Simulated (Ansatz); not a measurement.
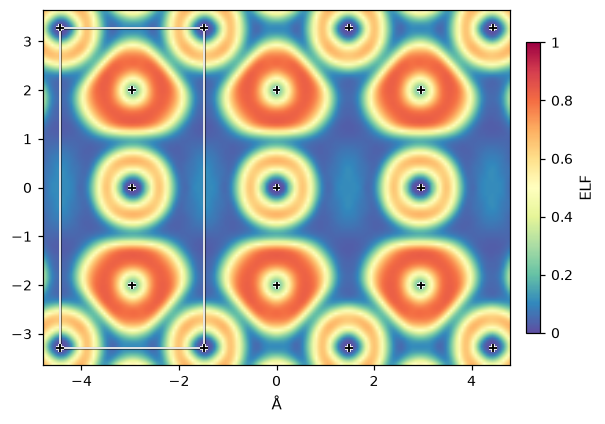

The electron localisation function on a plane through atoms (crosses mark nuclei in the plane).

These are results of DFT PBE, scalar-relativistic, plane waves, PAW in Ansatz, not measurements.

Candidates:
A. TiO2, a = 4.64 Å, b = 4.64 Å, c = 2.96 Å, α = 90.00°, β = 90.00°, γ = 90.00°. Space group P4₂/mnm; computed without spin polarisation.
B. CdS, a = 4.20 Å, b = 4.20 Å, c = 6.83 Å, α = 90.00°, β = 90.00°, γ = 120.00°. Space group P6₃mc.

Question: Which system is this?

Answer: Candidate A: TiO2 on the (110) plane of the conventional cell, which holds Ti and O. Ti–O (1.96 Å): the ELF peaks at about 0.80 in the valence shell of O, 0.6 Å from its nucleus, and is about 0.20 at the midpoint: no shared electron pair shows on this line. Ti–O (2.00 Å): the ELF peaks at about 0.85 in the valence shell of O, 0.6 Å from its nucleus, and is about 0.20 at the midpoint; no localised pair shows between them.
